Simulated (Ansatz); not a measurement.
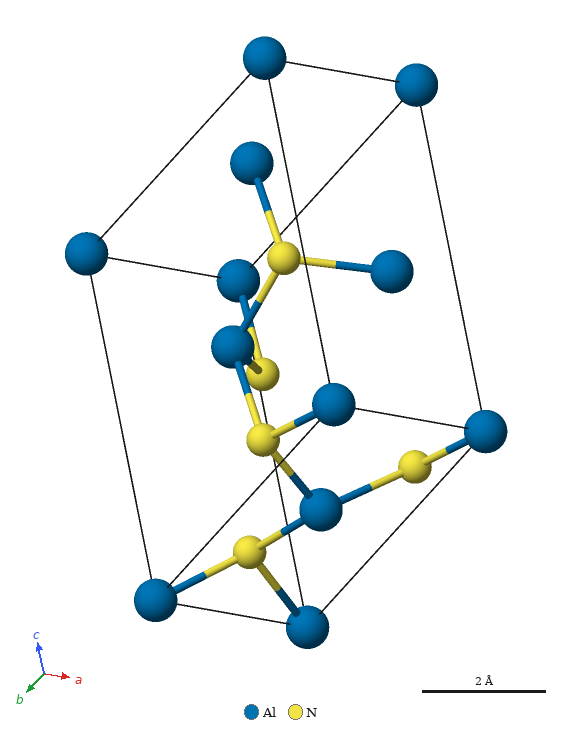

This ball-and-stick model is shown from a general direction. Thin lines show the unit cell, with boundary atoms drawn in all their periodic places.

Read off the composition.

Answer. AlN. The cell holds 4 Al, 4 N, counting shared atoms by their share.

What is the topology of the bonding, in broad terms?

Answer. The bonds build a three-dimensional framework.

What is the undistorted parent?

Answer. It is a distorted form of a primitive hexagonal structure, space group P6_3mc (No. 186) within 0.45 Å: wurtzite.

The geometry is that of a known structure type with the cell strained and the atoms shaken on purpose, without relaxation. Ansatz was used for an electronic-structure calculation on it.

At this level of theory the cell isn't at rest (compressed, at 23 GPa and forces up to 2.0 eV/Å), so its distances can differ from those at equilibrium, the more so the softer the solid.
